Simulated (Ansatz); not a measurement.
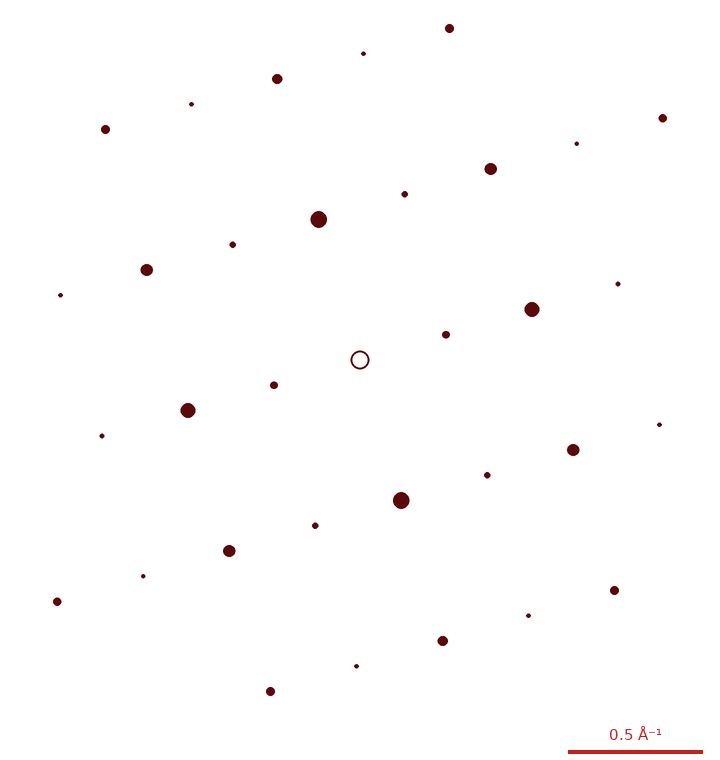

Simulated selected-area electron diffraction pattern (300 kV, kinematic approximation, thin crystal, B = 0.5 Å² for all atoms).

Candidate phases (model or computed cells):
A. MoS, space group Pm-3m (No. 221), a = 2.969 Å
B. WSe2, space group R-3m (No. 166), a = 3.24 Å, c = 19.49 Å (hexagonal axes)
C. WSe2, space group P-3m1 (No. 164), a = 3.246 Å, c = 6.838 Å (hexagonal axes)
D. MoSe, space group Fm-3m (No. 225), a = 5.151 Å

Question: Which candidate gives this pattern, and along which zone?

Answer: Candidate D (MoSe), along [211] or an equivalent direction. The spots form a rectangular net whose two shortest vectors correspond to d = 2.97 Å and 1.82 Å, 90.0° apart. They index as -1 1 1 and 0 -2 2; no zone of the other candidates with indices up to 3 has this net.
